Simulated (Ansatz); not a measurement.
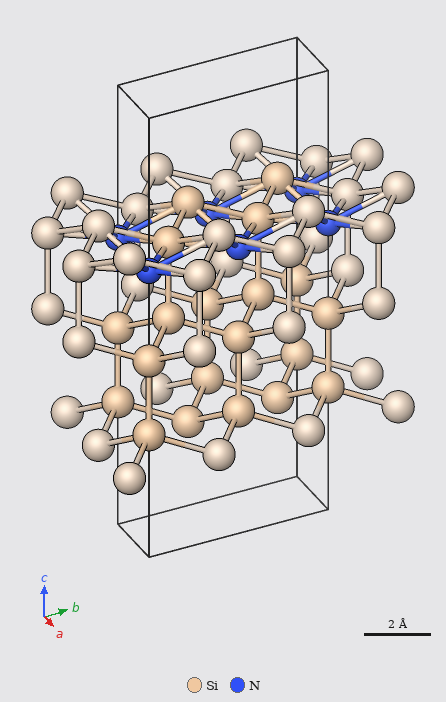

Fig. 1: The structure as given in the input (ball-and-stick view of the 1 × 2 repeat of the cell, with the vacuum cut short, seen slightly off an axis; neighbours outside the cell are drawn fainter). An atom can appear more than once, as a periodic image. Near neighbours in the periodic cell (some may lie outside the picture): Si has 3 Si at 2.35 Å; Si has 4 Si at 2.35 to 2.41 Å; Si has 3 N at 2.24 Å and 4 Si at 2.32 to 2.41 Å; Si has 3 N at 2.42 Å and 3 Si at 2.32 Å; N has 6 Si at 2.24 to 2.42 Å.

# Si$_{6}$N: geometry relaxation (part 1 of 3)

The run: geometry relaxation of Si$_{6}$N (slab, 7 atoms in the cell). Method and program: DFT PBEsol, scalar-relativistic, plane waves, PAW, spin-polarised (Ansatz 0.2.0).

The structure derives from an entry of the Crystallography Open Database. The input holds or restrains some coordinates. Forces given for the steps count only the free coordinates. It belongs to a series of runs on one base structure; here: N put at a hollow Si-Si site.

Input file:
```yaml
crystal:
  lattice:
    - [3.8417168278, 0.0, 0.0]
    - [-1.9208584139, 3.327024367, 0.0]
    - [0.0, 0.0, 26.0576844733]
  atoms:
    - { symbol: Si, position: [0.3333333333, 0.6666666667, 0.3261993601] }
    - { symbol: Si, position: [0.0, 0.0, 0.3562936366] }
    - { symbol: Si, position: [0.0, 0.0, 0.4465764664] }
    - { symbol: Si, position: [0.6666666667, 0.3333333333, 0.4759187077] }
    - { symbol: Si, position: [0.6666666667, 0.3333333333, 0.5684832977] }
    - { symbol: Si, position: [0.3333333333, 0.6666666667, 0.5943515468] }
    - { symbol: "N", position: [0.0, 0.0, 0.5567426794], spin: 3.0 }
basis:
  ecutwfc: 420
kpoints:
  mp_grid: { grid: [9, 9, 1] }
hamiltonian:
  xc: pbesol
scf:
  occupations: { method: gaussian, width: 0.05 }
output:
  forces: true
  eigenvalues: true
  populations: true
  write_density: true
  write_potential: true
  elf: true
  volumetric_format: npy
magnetization:
  spin_polarized: true
relax:
  adjacent_minimum: "off"
  f_tol: 0.03
  max_steps: 70
  constraints: [{ sites: [0, 1, 2] }]
efield:
  axis: 3
  dipole_correction: true
  ramp_width: 0.04
```

Machine: 1 thread of Intel Xeon @ 2.70GHz, 189 GiB of memory available, shared host.

Launch command:
```bash
ansatz run input.yaml --threads 1 --pin off --max-ram 2560MiB --backend cpu --events-out ev --progress --plain --runs-dir out
```

Output:
```
Engine: ansatz 0.2.0, x86_64-unknown-linux-gnu
Pseudopotentials: kind: paw
Pseudopotential: Si, paw, valence charge 4, recommended cutoff 420 eV (normal), Si.paw.azcp
Pseudopotential: N, paw, valence charge 5, recommended cutoff 420 eV (normal), N.paw.azcp
Functional definition: PBEsol
  exchange = pbesol_x
  correlation = pbesol_c
Crystal: 7 atoms, lattice volume = 333.056 Å³
Basis set: ecut = 420 eV, 6519 PW (Γ), exchange–correlation on 54×54×360 points (8 copies of the dense FFT grid, shifted against one another)
Bands: 23, of which v1, the nominal top of the filled ones, is band 15 counted from 1 (14 counted from 0)
Symmetry: 6 space group operations
k-points: 12 of 81 (time reversal used)
Non-local potential: Si, projectors of the file, l = 0: 2, l = 1: 2, l = 2: 2
Non-local potential: N, projectors of the file, l = 0: 2, l = 1: 2, l = 2: 1
PAW form: soft (Blöchl's): semilocal exchange-correlation on the pseudo side does not see the compensation charge
PAW frozen core: Si, regenerated for the run's functional, and the local potential with it (the file was generated under x = pbe(κ = 0.804, μ = 0.2195149727645171), c = pbe(β = 0.06672455060314922))
PAW frozen core: N, regenerated for the run's functional, and the local potential with it (the file was generated under x = pbe(κ = 0.804, μ = 0.2195149727645171), c = pbe(β = 0.06672455060314922))
PAW one-centre angular grid: Si, 110 points (default); XC on 64 Gauss nodes
PAW one-centre angular grid: N, 110 points (default); XC on 64 Gauss nodes
Initial density: superposition of atomic densities (neutral atoms: chi_scale 0, normalization atom)
Starting moments: Σ|m| = 3 μB on 1 of 7 sites
Initial wavefunctions: pseudopotential atomic-orbital guess
Functional: x = pbesol(κ = 0.804, μ = 0.12345679012345678), c = pbesol(β = 0.046)
SCF iter   1: F=—  HF=-4101.555043 eV  |F-HF|=—  |Δ(HF+E_count)|=         —  Δρ=3.65e-2 (↑1.90e-2 ↓3.65e-2)  dr2=1.59e1  dr2_m=1.61e0  M=0.982 μB ∫|m|=1.504 μB  β_m=0.30  ethr=3.10e-3  p=0.000 e·Å  D=8.27e-9 V/Å  ΔV_dip=-0.00 eV  dr2_dipole=3.13e0  V_vac-E_F(+/−)=6.57/6.57 eV  ⟨swp⟩=11.1  Hψ=4257  notcnv=0  defer=1
efield: sawtooth ramp at fractional position 0.9403 (placed from the atoms, in the widest stretch of the axis that holds none; the zero of the levels goes with the place), width 0.0400; the density the first Hamiltonian is built on has a dipole p = 0.000 e·Å; the dipole correction subtracts the counter field D = 8.27e-9 V/Å, which shifts the + side's vacuum level by -0.00 eV against the − side's; the planar-averaged density in the ramp window peaks in size at 2.8e-8 e/Å³
preconditioner: auto → LDOS  [metal: Δε(μ)=0.046 eV  Ē_g=8.246 eV  σ=0.050 eV  W_gap=0.48  n_scr=14 (ndim 8)  ℏωp=10.8 eV  f_vac=0.557  D(μ)=1.66/eV (n_scr^D=6)]
spin=Collinear: LDOS preconditioning applied to the charge; magnetization (m = ρ↑ − ρ↓) channel mixes plain (no charge-response kernel on spin).
SCF iter   2: F=—  HF=-4101.378368 eV  |F-HF|=—  |Δ(HF+E_count)|=   1.77e-1  Δρ=2.58e-2 (↑1.41e-2 ↓2.58e-2)  dr2=2.48e0  dr2_m=9.61e-1  M=0.907 μB ∫|m|=1.253 μB  β_m=0.30  ethr=3.10e-3  p=-0.031 e·Å  D=-1.69e-2 V/Å  ΔV_dip=0.44 eV  dr2_dipole=5.17e-3  V_vac-E_F(+/−)=5.98/5.55 eV  ⟨swp⟩=3.0  Hψ=1077  notcnv=0  defer=60  κ⁻¹=1.0e0(r=1)
SCF iter   3: F=—  HF=-4101.522012 eV  |F-HF|=—  |Δ(HF+E_count)|=   1.44e-1  Δρ=2.04e-2 (↑1.09e-2 ↓2.04e-2)  dr2=1.22e0  dr2_m=6.46e-1  M=0.675 μB ∫|m|=1.098 μB  β_m=0.30  ethr=3.10e-3  p=-0.022 e·Å  D=-1.21e-2 V/Å  ΔV_dip=0.32 eV  dr2_dipole=3.94e-2  V_vac-E_F(+/−)=5.54/5.23 eV  ⟨swp⟩=1.5  Hψ=571  notcnv=0  defer=60  κ⁻¹=7.8e-3(r=2)
SCF iter   4: F=—  HF=-4101.569951 eV  |F-HF|=—  |Δ(HF+E_count)|=   4.79e-2  Δρ=1.31e-2 (↑1.05e-2 ↓1.31e-2)  dr2=1.38e-1  dr2_m=4.07e-1  M=0.632 μB ∫|m|=0.984 μB  β_m=0.30  ethr=3.10e-3  p=0.019 e·Å  D=1.02e-2 V/Å  ΔV_dip=-0.27 eV  dr2_dipole=2.04e-2  V_vac-E_F(+/−)=4.59/4.85 eV  ⟨swp⟩=3.0  Hψ=1021  notcnv=0  defer=58  κ⁻¹=1.1e-3(r=3)
SCF iter   5: F=—  HF=-4101.705819 eV  |F-HF|=—  |Δ(HF+E_count)|=   1.36e-1  Δρ=1.16e-2 (↑8.10e-3 ↓1.16e-2)  dr2=1.41e-1  dr2_m=2.91e-1  M=0.485 μB ∫|m|=0.873 μB  β_m=0.30  ethr=4.77e-4  p=0.002 e·Å  D=1.21e-3 V/Å  ΔV_dip=-0.03 eV  dr2_dipole=1.56e-2  V_vac-E_F(+/−)=4.79/4.83 eV  ⟨swp⟩=2.9  Hψ=1056  notcnv=0  defer=61  κ⁻¹=5.3e-4(r=4)
SCF iter   6: F=—  HF=-4101.790285 eV  |F-HF|=—  |Δ(HF+E_count)|=   8.45e-2  Δρ=9.31e-3 (↑6.94e-3 ↓9.31e-3)  dr2=9.23e-2  dr2_m=1.98e-1  M=0.427 μB ∫|m|=0.784 μB  β_m=0.30  ethr=4.77e-4  p=0.004 e·Å  D=2.01e-3 V/Å  ΔV_dip=-0.05 eV  dr2_dipole=1.72e-2  V_vac-E_F(+/−)=4.71/4.76 eV  ⟨swp⟩=1.6  Hψ=574  notcnv=0  defer=61  κ⁻¹=1.1e-4(r=5)
SCF iter   7: F=—  HF=-4101.842149 eV  |F-HF|=—  |Δ(HF+E_count)|=   5.19e-2  Δρ=7.16e-3 (↑5.91e-3 ↓7.16e-3)  dr2=1.45e-2  dr2_m=1.30e-1  M=0.423 μB ∫|m|=0.710 μB  β_m=0.30  ethr=3.18e-4  p=0.007 e·Å  D=3.92e-3 V/Å  ΔV_dip=-0.10 eV  dr2_dipole=8.83e-4  V_vac-E_F(+/−)=4.64/4.74 eV  ⟨swp⟩=1.8  Hψ=688  notcnv=0  defer=60  κ⁻¹=1.5e-5(r=6)
SCF iter   8: F=—  HF=-4101.879657 eV  |F-HF|=—  |Δ(HF+E_count)|=   3.75e-2  Δρ=5.51e-3 (↑5.46e-3 ↓5.51e-3)  dr2=4.71e-3  dr2_m=9.16e-2  M=0.397 μB ∫|m|=0.657 μB  β_m=0.69  ethr=5.01e-5  p=0.004 e·Å  D=1.91e-3 V/Å  ΔV_dip=-0.05 eV  dr2_dipole=1.33e-3  V_vac-E_F(+/−)=4.61/4.66 eV  ⟨swp⟩=2.2  Hψ=909  notcnv=0  defer=56
Mixer restart at iter 8: flushing history
spin-set hold released at iteration 8 (site moments contracting): the magnetisation degrees of freedom join the quasi-Newton model from the next iteration; the mixer history was flushed
SCF iter   9: F=—  HF=-4101.928444 eV  |F-HF|=—  |Δ(HF+E_count)|=   4.88e-2  Δρ=3.69e-3 (↑3.32e-3 ↓3.69e-3)  dr2=1.35e-2  dr2_m=3.71e-2  M=0.341 μB ∫|m|=0.558 μB  β_m=0.60  ethr=1.62e-5  p=0.003 e·Å  D=1.49e-3 V/Å  ΔV_dip=-0.04 eV  dr2_dipole=4.09e-3  V_vac-E_F(+/−)=4.61/4.65 eV  ⟨swp⟩=2.0  Hψ=910  notcnv=0  defer=56
density mixer auto → msr1: a metal under ldos (density of states about μ 0.97 of a free-electron gas's, 14 screened modes)
SCF iter  10: F=—  HF=-4101.972088 eV  |F-HF|=—  |Δ(HF+E_count)|=   4.36e-2  Δρ=1.02e-3 (↑1.02e-3 ↓6.95e-4)  dr2=2.38e-2  dr2_m=1.96e-3  M=0.291 μB ∫|m|=0.396 μB  β_m=0.80  ethr=1.62e-5  p=0.000 e·Å  D=1.49e-4 V/Å  ΔV_dip=-0.00 eV  dr2_dipole=8.85e-3  V_vac-E_F(+/−)=4.63/4.63 eV  ⟨swp⟩=3.1  Hψ=1284  notcnv=0  defer=56
SCF iter  11: F=—  HF=-4101.980808 eV  |F-HF|=—  |Δ(HF+E_count)|=   8.72e-3  Δρ=7.05e-4 (↑7.05e-4 ↓5.89e-4)  dr2=2.41e-3  dr2_m=1.19e-3  M=0.366 μB ∫|m|=0.404 μB  β_m=0.90  ethr=1.62e-5  p=-0.001 e·Å  D=-5.54e-4 V/Å  ΔV_dip=0.01 eV  dr2_dipole=6.70e-4  V_vac-E_F(+/−)=4.64/4.63 eV  ⟨swp⟩=2.1  Hψ=1034  notcnv=0  defer=54
SCF iter  12: F=—  HF=-4101.987702 eV  |F-HF|=—  |Δ(HF+E_count)|=   6.89e-3  Δρ=8.87e-4 (↑6.33e-4 ↓8.87e-4)  dr2=1.48e-2  dr2_m=1.63e-3  M=0.531 μB ∫|m|=0.534 μB  β_m=0.95  ethr=8.31e-6  p=-0.002 e·Å  D=-1.34e-3 V/Å  ΔV_dip=0.03 eV  dr2_dipole=5.91e-3  V_vac-E_F(+/−)=4.65/4.62 eV  ⟨swp⟩=2.0  Hψ=868  notcnv=0  defer=54  recentre
SCF iter  13: F=—  HF=-4101.989111 eV  |F-HF|=—  |Δ(HF+E_count)|=   1.41e-3  Δρ=9.31e-4 (↑6.55e-4 ↓9.31e-4)  dr2=1.60e-2  dr2_m=1.79e-3  M=0.565 μB ∫|m|=0.569 μB  β_m=0.97  ethr=8.31e-6  p=-0.002 e·Å  D=-1.33e-3 V/Å  ΔV_dip=0.03 eV  dr2_dipole=6.56e-3  V_vac-E_F(+/−)=4.65/4.62 eV  ⟨swp⟩=1.0  Hψ=515  notcnv=0  defer=54
SCF iter  14: F=-4102.001849 eV  HF=-4102.003207 eV  |F-HF|=1.36e-3  |Δ(HF+E_count)|=   1.41e-2  Δρ=9.42e-4 (↑6.59e-4 ↓9.42e-4)  dr2=5.78e-3  dr2_m=1.54e-3  M=0.779 μB ∫|m|=0.790 μB  β_m=0.65  ethr=8.31e-6  p=-0.004 e·Å  D=-2.03e-3 V/Å  ΔV_dip=0.05 eV  dr2_dipole=4.25e-4  V_vac-E_F(+/−)=4.66/4.61 eV  ⟨swp⟩=3.0  Hψ=1082  notcnv=0  defer=54
SCF iter  15: F=-4101.990662 eV  HF=-4102.006707 eV  |F-HF|=1.60e-2  |Δ(HF+E_count)|=   3.50e-3  Δρ=8.34e-4 (↑8.34e-4 ↓7.46e-4)  dr2=1.43e-2  dr2_m=1.66e-3  M=0.807 μB ∫|m|=0.849 μB  β_m=0.99  ethr=8.31e-6  p=-0.003 e·Å  D=-1.62e-3 V/Å  ΔV_dip=0.04 eV  dr2_dipole=5.15e-3  V_vac-E_F(+/−)=4.71/4.67 eV  ⟨swp⟩=3.4  Hψ=1374  notcnv=0  defer=60  recentre
SCF iter  16: F=-4101.996094 eV  HF=-4102.004637 eV  |F-HF|=8.54e-3  |Δ(HF+E_count)|=   2.07e-3  Δρ=8.03e-4 (↑7.63e-4 ↓8.03e-4)  dr2=1.11e-2  dr2_m=1.40e-3  M=0.764 μB ∫|m|=0.774 μB  β_m=0.72  ethr=8.31e-6  p=-0.006 e·Å  D=-3.40e-3 V/Å  ΔV_dip=0.09 eV  dr2_dipole=1.83e-3  V_vac-E_F(+/−)=4.69/4.60 eV  ⟨swp⟩=3.4  Hψ=1358  notcnv=0  defer=58
SCF iter  17: F=-4102.005520 eV  HF=-4102.008012 eV  |F-HF|=2.49e-3  |Δ(HF+E_count)|=   3.37e-3  Δρ=4.64e-4 (↑4.41e-4 ↓4.64e-4)  dr2=3.07e-3  dr2_m=5.34e-4  M=0.777 μB ∫|m|=0.790 μB  β_m=0.14  ethr=8.31e-6  p=-0.004 e·Å  D=-2.25e-3 V/Å  ΔV_dip=0.06 eV  dr2_dipole=9.06e-4  V_vac-E_F(+/−)=4.67/4.61 eV  ⟨swp⟩=2.3  Hψ=831  notcnv=0  defer=58
SCF iter  18: F=-4102.008920 eV  HF=-4102.009679 eV  |F-HF|=7.58e-4  |Δ(HF+E_count)|=   1.67e-3  Δρ=1.70e-4 (↑1.70e-4 ↓1.46e-4)  dr2=7.30e-4  dr2_m=6.08e-5  M=0.793 μB ∫|m|=0.810 μB  β_m=0.41  ethr=8.31e-6  p=-0.003 e·Å  D=-1.62e-3 V/Å  ΔV_dip=0.04 eV  dr2_dipole=2.30e-4  V_vac-E_F(+/−)=4.67/4.63 eV  ⟨swp⟩=2.5  Hψ=814  notcnv=0  defer=58
SCF iter  19: F=-4102.005096 eV  HF=-4102.009347 eV  |F-HF|=4.25e-3  |Δ(HF+E_count)|=   3.32e-4  Δρ=2.70e-4 (↑1.86e-4 ↓2.70e-4)  dr2=3.37e-3  dr2_m=1.35e-4  M=0.799 μB ∫|m|=0.821 μB  β_m=0.41  ethr=2.52e-6  p=-0.004 e·Å  D=-1.95e-3 V/Å  ΔV_dip=0.05 eV  dr2_dipole=1.37e-3  V_vac-E_F(+/−)=4.69/4.64 eV  ⟨swp⟩=2.8  Hψ=974  notcnv=0  defer=58  recentre
SCF iter  20: F=-4102.009567 eV  HF=-4102.009868 eV  |F-HF|=3.01e-4  |Δ(HF+E_count)|=   5.21e-4  Δρ=7.59e-5 (↑7.59e-5 ↓6.29e-5)  dr2=2.46e-4  dr2_m=1.02e-5  M=0.792 μB ∫|m|=0.810 μB  β_m=0.71  ethr=2.52e-6  p=-0.003 e·Å  D=-1.82e-3 V/Å  ΔV_dip=0.05 eV  dr2_dipole=9.15e-5  V_vac-E_F(+/−)=4.67/4.63 eV  ⟨swp⟩=2.0  Hψ=840  notcnv=0  defer=58
SCF iter  21: F=-4102.009750 eV  HF=-4102.009888 eV  |F-HF|=1.39e-4  |Δ(HF+E_count)|=   2.02e-5  Δρ=3.72e-5 (↑3.72e-5 ↓2.77e-5)  dr2=1.03e-4  dr2_m=5.65e-7  M=0.791 μB ∫|m|=0.809 μB  β_m=0.66  ethr=8.47e-7  p=-0.003 e·Å  D=-1.44e-3 V/Å  ΔV_dip=0.04 eV  dr2_dipole=4.41e-5  V_vac-E_F(+/−)=4.67/4.63 eV  ⟨swp⟩=1.8  Hψ=675  notcnv=0  defer=58
SCF iter  22: F=-4102.009860 eV  HF=-4102.009886 eV  |F-HF|=2.57e-5  |Δ(HF+E_count)|=   2.41e-6  Δρ=1.67e-5 (↑1.67e-5 ↓1.56e-5)  dr2=2.03e-5  dr2_m=1.52e-7  M=0.792 μB ∫|m|=0.810 μB  β_m=0.83  ethr=7.76e-8  p=-0.003 e·Å  D=-1.52e-3 V/Å  ΔV_dip=0.04 eV  dr2_dipole=8.61e-6  V_vac-E_F(+/−)=4.67/4.63 eV  ⟨swp⟩=23.2  Hψ=6079  notcnv=0
SCF iter  23: F=-4102.009887 eV  HF=-4102.009887 eV  |F-HF|=3.47e-7  |Δ(HF+E_count)|=   8.11e-7  Δρ=5.22e-6 (↑3.92e-6 ↓5.22e-6)  dr2=4.59e-7  dr2_m=2.32e-8  M=0.792 μB ∫|m|=0.810 μB  ethr=7.01e-8  p=-0.003 e·Å  D=-1.58e-3 V/Å  ΔV_dip=0.04 eV  dr2_dipole=1.83e-8  V_vac-E_F(+/−)=4.67/4.63 eV  ⟨swp⟩=14.1  Hψ=4584  notcnv=0
at 2 of the mixer's solves, the last at iteration 14, it left a direction of its history that read negative out of its fit and stepped the other way along it
SCF 1 converged in 23 iterations: F = -4102.009887 eV  dr2 = 4.59e-7
  greatest PAW one-centre occupation: 0.833 electrons in one spin orbital (limit 2), on the N atom at site 6 (counted from 0), in its partial waves of l = 0
relax step   1: F+E_penalty+E_count = -4102.00988688 eV  Δ(F+E_penalty+E_count) = +0.000e0 eV  max|allowed force component| = 1.051e0 eV/Å  Δτ_max = 0.0000 Å  (23 SCF iters, dr2 threshold 2.25e-5 eV, accepted)
Initial density: handed on by an earlier stage of this run
Starting moments: Σ|m| = 3 μB on 1 of 7 sites; this step starts from the density that it was given
Initial wavefunctions: those handed on with the density
iter 1 solved again at ethr=7.46e-5 eV; its pass at ethr=3.10e-3 eV (dr2=2.16e-2 eV) is discarded
```
